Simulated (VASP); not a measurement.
Run report: ZnO, Born-charge calculation (part 2 of 2)

Continued. System: ZnO (4 atoms in the cell). Method: Kohn-Sham DFT of a periodic cell, PBE, VASP PAW PBE potentials, recommended, no spin polarisation (VASP 6.6.1); cutoff 520 eV, 9×9×5 k-mesh, fermi-dirac of 0.05 eV. The structure derives from an entry of the Crystallography Open Database.

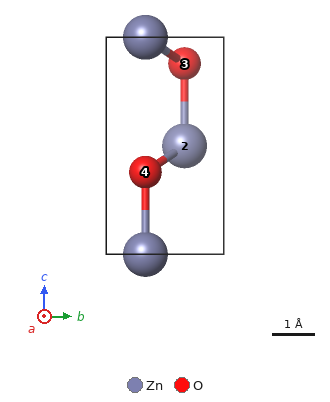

Figure 1. The input geometry (ball-and-stick view of the cell of the calculation, along the a axis; atoms are numbered from 1 in the order of the input).

Parts of OUTCAR, continued
```
 -----------------------------------------------------------------------------
  energy-cutoff  :      520.00
  volume of cell :       47.60
      direct lattice vectors                 reciprocal lattice vectors
     3.249308000  0.000000000  0.000000000     0.307757836  0.177684070  0.000000000
    -1.624654000  2.813983273  0.000000000     0.000000000  0.355368139  0.000000000
     0.000000000  0.000000000  5.205709000     0.000000000  0.000000000  0.192096792

 POSITION                                       TOTAL-FORCE (eV/Angst)
 -----------------------------------------------------------------------------------
      1.62465      0.93799      0.00000        -0.000000      0.000000     -0.074089
     -0.00000      1.87599      2.60285         0.000000      0.000000     -0.074089
     -0.00000      1.87599      4.57587         0.000000      0.000000      0.074089
      1.62465      0.93799      1.97302        -0.000000      0.000000      0.074089
 -----------------------------------------------------------------------------------
    total drift:                               -0.000000     -0.000000     -0.000156

  FREE ENERGIE OF THE ION-ELECTRON SYSTEM (eV)
  ---------------------------------------------------
  free  energy   TOTEN  =       -17.8221555608 eV

  energy  without entropy=      -17.8221516427  energy(sigma->0) =      -17.82215360

 HEAD OF MICROSCOPIC STATIC DIELECTRIC TENSOR (INDEPENDENT PARTICLE, excluding Hartree and local field effects)
 ------------------------------------------------------
           6.005139     0.000000     0.000000
           0.000000     6.005139     0.000000
           0.000000     0.000000     5.866557
 ------------------------------------------------------

 Free energy of the ion-electron system (eV)
  ---------------------------------------------------
  ---------------------------------------------------
  free energy    TOTEN  =        -0.67859304 eV

  energy without entropy =       -0.67859304

------------------------ aborting loop because EDIFF is reached ----------------------------------------

--------------------------------------- Ionic step        2  -------------------------------------------

------------------------ aborting loop because EDIFF is reached ----------------------------------------

--------------------------------------- Ionic step        3  -------------------------------------------

------------------------ aborting loop because EDIFF is reached ----------------------------------------

 PIEZOELECTRIC TENSOR FIELD DIRECTION 3  (e Angst)
 -----------------------------------------------------------------------------
     1.14351  0.00000 -0.00000           (  0.04454  0.00000 -0.00000)
     0.00000  1.14351  0.00000           (  0.00000  0.04454  0.00000)
     0.00000  0.00000 -2.31378           ( -0.00000  0.00000 -0.11938)

 PIEZOELECTRIC TENSOR FIELD DIRECTION 3  (C/m^2)
 -----------------------------------------------------------------------------
     0.38491  0.00000 -0.00000
     0.00000  0.38491  0.00000
     0.00000  0.00000 -0.77883

[... ionic steps 4 to 9 ...]

--------------------------------------- Ionic step       10  -------------------------------------------

------------------------ aborting loop because EDIFF is reached ----------------------------------------

[... ionic steps 11 to 11 ...]

--------------------------------------- Ionic step       12  -------------------------------------------

 Free energy of the ion-electron system (eV)
  ---------------------------------------------------
  ---------------------------------------------------
  free energy    TOTEN  =        -0.37838842 eV

  energy without entropy =       -0.37838842

------------------------ aborting loop because EDIFF is reached ----------------------------------------

 INTERNAL STRAIN TENSOR  FOR ION    3  DIRECTION 3   (eV/Angst):
 -----------------------------------------------------------------------------
     4.72893  0.00000  0.00000
    -0.00000  4.72893  0.00000
     0.00000 -0.00000-10.51380

 MACROSCOPIC STATIC DIELECTRIC TENSOR (including local field effects in DFT)
 ------------------------------------------------------
           5.902380     0.000000    -0.000000
          -0.000000     5.902380     0.000000
          -0.000000     0.000000     5.781278
 ------------------------------------------------------

 PIEZOELECTRIC TENSOR (including local field effects)  for field in x, y, z        (e  Angst)
          XX          YY          ZZ          XY          YZ          ZX
  --------------------------------------------------------------------------------
  x     0.00000     0.00000     0.00000    -0.00000     0.00000     1.21327
  y    -0.00000     0.00000     0.00000    -0.00000     1.21327     0.00000
  z     1.14351     1.14351    -2.31378     0.00000     0.00000     0.00000

 PIEZOELECTRIC TENSOR (including local field effects)  for field in x, y, z        (C/m^2)
          XX          YY          ZZ          XY          YZ          ZX
  --------------------------------------------------------------------------------
  x     0.00000     0.00000     0.00000    -0.00000     0.00000     0.40839
  y    -0.00000     0.00000     0.00000    -0.00000     0.40839     0.00000
  z     0.38491     0.38491    -0.77883     0.00000     0.00000     0.00000

 BORN EFFECTIVE CHARGES (including local field effects) (in |e|, cummulative output)
 ---------------------------------------------------------------------------------
 ion    1
    1     2.13578    -0.00000     0.00000
    2     0.00000     2.13578     0.00000
    3     0.00000     0.00000     2.18110
 ion    2
    1     2.13578     0.00000     0.00000
    2     0.00000     2.13578     0.00000
    3    -0.00000     0.00000     2.18110
 ion    3
    1    -2.13578     0.00000     0.00000
    2    -0.00000    -2.13578     0.00000
    3     0.00000    -0.00000    -2.18110
 ion    4
    1    -2.13578    -0.00000     0.00000
    2     0.00000    -2.13578     0.00000
    3     0.00000     0.00000    -2.18110

 INTERNAL STRAIN TENSOR FOR ION    4 for displacements in x,y,z  (eV/Angst):
          X           Y           Z          XY          YZ          ZX
  --------------------------------------------------------------------------------
  x     0.00000     0.00000    -0.00000     8.49702    -0.00000     4.74692
  y     8.49702    -8.49702    -0.00000     0.00000     4.96978     0.00000
  z     4.72893     4.72893   -10.51380     0.00000    -0.00000     0.00000

 SECOND DERIVATIVES (NOT SYMMETRIZED)
 ------------------------------------
               1X          1Y          1Z          2X          2Y          2Z          3X          3Y          3Z          4X          4Y          4Z
  1X    -7.769725   -0.000000    0.000000    0.345538    0.000000    0.000000    7.479441    0.000000   -0.000000   -0.055255    0.000000   -0.000000
  1Y     0.000000   -7.769725    0.000000    0.000000    0.345538    0.000000    0.000000    7.479441    0.000000    0.000000   -0.055255    0.000000
  1Z     0.000000   -0.000000  -12.009315    0.000000   -0.000000    4.913455    0.000000    0.000000    1.355487    0.000000    0.000000    5.740373
  2X     0.345538    0.000000    0.000000   -7.769725    0.000000    0.000000   -0.055255   -0.000000    0.000000    7.479441    0.000000    0.000000
  2Y     0.000000    0.345538    0.000000   -0.000000   -7.769725   -0.000000    0.000000   -0.055255    0.000000    0.000000    7.479441   -0.000000
  2Z     0.000000    0.000000    4.913455    0.000000    0.000000  -12.009315    0.000000    0.000000    5.740373   -0.000000   -0.000000    1.355487
  3X     7.473834    0.000000   -0.000000   -0.068176    0.000000   -0.000000   -8.368308    0.000000    0.000000    0.962649    0.000000    0.000000
  3Y     0.000000    7.473834    0.000000   -0.000000   -0.068176    0.000000    0.000000   -8.368308    0.000000    0.000000    0.962649    0.000000
  3Z     0.000000   -0.000000    1.411019    0.000000    0.000000    5.821268    0.000000    0.000000  -12.262945    0.000000    0.000000    5.030657
  4X    -0.068176   -0.000000    0.000000    7.473834   -0.000000    0.000000    0.962649    0.000000    0.000000   -8.368308    0.000000    0.000000
  4Y     0.000000   -0.068176    0.000000    0.000000    7.473834    0.000000    0.000000    0.962649   -0.000000    0.000000   -8.368308   -0.000000
  4Z     0.000000    0.000000    5.821268   -0.000000    0.000000    1.411019    0.000000    0.000000    5.030657    0.000000    0.000000  -12.262945

 Eigenvectors and eigenvalues of the dynamical matrix
 ----------------------------------------------------

   1 f  =   16.416841 THz   103.150053 2PiTHz  547.606865 cm-1    67.894568 meV
             X         Y         Z           dx          dy          dz
      1.624654  0.937994  0.000000     0.000000    0.000000   -0.112460
     -0.000000  1.875989  2.602854    -0.000000   -0.000000    0.112460
     -0.000000  1.875989  4.575870    -0.000000   -0.000000   -0.698106
      1.624654  0.937994  1.973016     0.000000    0.000000    0.698106

   2 f  =   12.898747 THz    81.045218 2PiTHz  430.255890 cm-1    53.344908 meV
             X         Y         Z           dx          dy          dz
      1.624654  0.937994  0.000000    -0.273079    0.000004   -0.000000
     -0.000000  1.875989  2.602854     0.273079   -0.000004   -0.000000
     -0.000000  1.875989  4.575870     0.652248   -0.000010    0.000000
      1.624654  0.937994  1.973016    -0.652248    0.000010    0.000000

   3 f  =   12.898747 THz    81.045218 2PiTHz  430.255890 cm-1    53.344908 meV
             X         Y         Z           dx          dy          dz
      1.624654  0.937994  0.000000    -0.000004   -0.273079    0.000000
     -0.000000  1.875989  2.602854     0.000004    0.273079   -0.000000
     -0.000000  1.875989  4.575870     0.000010    0.652248    0.000000
      1.624654  0.937994  1.973016    -0.000010   -0.652248    0.000000

   4 f  =   11.868867 THz    74.574290 2PiTHz  395.902784 cm-1    49.085667 meV
             X         Y         Z           dx          dy          dz
      1.624654  0.937994  0.000000     0.313831   -0.000005   -0.000000
     -0.000000  1.875989  2.602854     0.313831   -0.000005   -0.000000
     -0.000000  1.875989  4.575870    -0.633648    0.000011    0.000000
      1.624654  0.937994  1.973016    -0.633648    0.000011    0.000000

   5 f  =   11.868867 THz    74.574290 2PiTHz  395.902784 cm-1    49.085667 meV
             X         Y         Z           dx          dy          dz
      1.624654  0.937994  0.000000    -0.000005   -0.313831    0.000000
     -0.000000  1.875989  2.602854    -0.000005   -0.313831    0.000000
     -0.000000  1.875989  4.575870     0.000011    0.633648   -0.000000
      1.624654  0.937994  1.973016     0.000011    0.633648   -0.000000

   6 f  =   11.704551 THz    73.541863 2PiTHz  390.421796 cm-1    48.406112 meV
             X         Y         Z           dx          dy          dz
      1.624654  0.937994  0.000000     0.000000    0.000000    0.311129
     -0.000000  1.875989  2.602854     0.000000    0.000000    0.311129
     -0.000000  1.875989  4.575870    -0.000000   -0.000000   -0.634979
      1.624654  0.937994  1.973016    -0.000000   -0.000000   -0.634979

   7 f  =    7.609035 THz    47.808974 2PiTHz  253.810073 cm-1    31.468424 meV
             X         Y         Z           dx          dy          dz
      1.624654  0.937994  0.000000    -0.000000    0.000000   -0.698106
     -0.000000  1.875989  2.602854     0.000000    0.000000    0.698106
     -0.000000  1.875989  4.575870     0.000000   -0.000000    0.112460
      1.624654  0.937994  1.973016     0.000000   -0.000000   -0.112460

   8 f  =    2.546407 THz    15.999546 2PiTHz   84.938992 cm-1    10.531088 meV
             X         Y         Z           dx          dy          dz
      1.624654  0.937994  0.000000     0.652248   -0.000177   -0.000000
     -0.000000  1.875989  2.602854    -0.652248    0.000177   -0.000000
     -0.000000  1.875989  4.575870     0.273079   -0.000074   -0.000000
      1.624654  0.937994  1.973016    -0.273079    0.000074   -0.000000

   9 f  =    2.546407 THz    15.999546 2PiTHz   84.938992 cm-1    10.531088 meV
             X         Y         Z           dx          dy          dz
      1.624654  0.937994  0.000000    -0.000177   -0.652248    0.000000
     -0.000000  1.875989  2.602854     0.000177    0.652248   -0.000000
     -0.000000  1.875989  4.575870    -0.000074   -0.273079    0.000000
      1.624654  0.937994  1.973016     0.000074    0.273079    0.000000

  10 f/i=    0.005897 THz     0.037055 2PiTHz    0.196719 cm-1     0.024390 meV
             X         Y         Z           dx          dy          dz
      1.624654  0.937994  0.000000    -0.136793    0.618707    0.000000
     -0.000000  1.875989  2.602854    -0.136793    0.618707    0.000000
     -0.000000  1.875989  4.575870    -0.067750    0.306430    0.000000
      1.624654  0.937994  1.973016    -0.067750    0.306430    0.000000

  11 f/i=    0.005897 THz     0.037055 2PiTHz    0.196719 cm-1     0.024390 meV
             X         Y         Z           dx          dy          dz
      1.624654  0.937994  0.000000     0.618707    0.136793    0.000000
     -0.000000  1.875989  2.602854     0.618707    0.136793    0.000000
     -0.000000  1.875989  4.575870     0.306430    0.067750    0.000000
      1.624654  0.937994  1.973016     0.306430    0.067750    0.000000

  12 f/i=    0.044035 THz     0.276683 2PiTHz    1.468866 cm-1     0.182116 meV
             X         Y         Z           dx          dy          dz
      1.624654  0.937994  0.000000     0.000000    0.000000   -0.634979
     -0.000000  1.875989  2.602854     0.000000    0.000000   -0.634979
     -0.000000  1.875989  4.575870     0.000000    0.000000   -0.311129
      1.624654  0.937994  1.973016     0.000000    0.000000   -0.311129

--------------------------------------------------------------------------------------------------------

 MACROSCOPIC STATIC DIELECTRIC TENSOR IONIC CONTRIBUTION
 ------------------------------------------------------
           4.677449    -0.000000     0.000000
          -0.000000     4.677449    -0.000000
           0.000000    -0.000000     5.048648
 ------------------------------------------------------

 ELASTIC MODULI CONTR FROM IONIC RELAXATION (kBar)
 Direction    XX          YY          ZZ          XY          YZ          ZX
 --------------------------------------------------------------------------------
 XX        -737.6902    317.1714    466.1451      0.0000     -0.0000     -0.0000
 YY         317.1714   -737.6902    466.1451     -0.0000      0.0000     -0.0000
 ZZ         466.1451    466.1451  -1033.4440      0.0000     -0.0000      0.0000
 XY           0.0000     -0.0000      0.0000   -527.4308     -0.0000     -0.0000
 YZ          -0.0000      0.0000     -0.0000     -0.0000   -210.4045      0.0000
 ZX          -0.0000     -0.0000      0.0000     -0.0000      0.0000   -207.5234
 --------------------------------------------------------------------------------

 PIEZOELECTRIC TENSOR IONIC CONTR  for field in x, y, z        (C/m^2)
          XX          YY          ZZ          XY          YZ          ZX
  --------------------------------------------------------------------------------
  x     0.00000    -0.00000     0.00000     0.00000     0.00000    -0.92707
  y    -0.00000     0.00000    -0.00000    -0.00000    -0.93348     0.00000
  z    -0.96948    -0.96948     2.14933    -0.00000     0.00000    -0.00000
```

CONTCAR
```
ZnO
   1.00000000000000
     3.2493080000000001    0.0000000000000000    0.0000000000000000
    -1.6246540000000000    2.8139832726999998    0.0000000000000000
     0.0000000000000000    0.0000000000000000    5.2057089999999997
  Zn              O
     2     2
Direct
     0.6666666667000030    0.3333333332999970    0.0000000000000000
     0.3333333332999970    0.6666666667000030    0.5000000000000000
     0.3333333332999970    0.6666666667000030    0.8790100000000010
     0.6666666667000030    0.3333333332999970    0.3790100000000010

  0.00000000E+00  0.00000000E+00  0.00000000E+00
  0.00000000E+00  0.00000000E+00  0.00000000E+00
  0.00000000E+00  0.00000000E+00  0.00000000E+00
  0.00000000E+00  0.00000000E+00  0.00000000E+00
```

The run was set up as follows.

INCAR
```
SYSTEM = ZnO
  PREC = Accurate
  ENCUT = 520
  EDIFF = 1E-8
  ISMEAR = -1
  SIGMA = 0.05
  LREAL = .FALSE.
  LASPH = .TRUE.
  NELM = 100
  ALGO = Normal
  ISIF = 2
  LWAVE = .FALSE.
  LCHARG = .FALSE.
  GGA = PE
  LEPSILON = .TRUE.
  IBRION = 8
```

KPOINTS
```
Automatic mesh
0
G
  9 9 5
  0 0 0
```

POSCAR
```
ZnO
1.0
    3.2493080000      0.0000000000      0.0000000000
   -1.6246540000      2.8139832727      0.0000000000
    0.0000000000      0.0000000000      5.2057090000
Zn O
2 2
Direct
    0.6666666667      0.3333333333      0.0000000000
    0.3333333333      0.6666666667      0.5000000000
    0.3333333333      0.6666666667      0.8790100000
    0.6666666667      0.3333333333      0.3790100000
```

Launched with:
```bash
cat potpaw_PBE.64/Zn/POTCAR potpaw_PBE.64/O/POTCAR > POTCAR
mpirun -np 1 vasp_std > vasp.out
```

Key numbers

```csv
quantity,value
outcome,converged
space group (tolerance 0.01 Å),P6₃mc (186)
electrons treated,36
Fermi energy of the self-consistent step,1.636 eV
gap on the k-point mesh,0.79 eV
"ε∞ (xx, yy, zz)","5.90, 5.90, 5.78"
hardware,"1 thread of AMD EPYC (Zen 5), 64 GiB of memory available, shared host"
wall time,8 min
peak memory,0.52 GiB
```
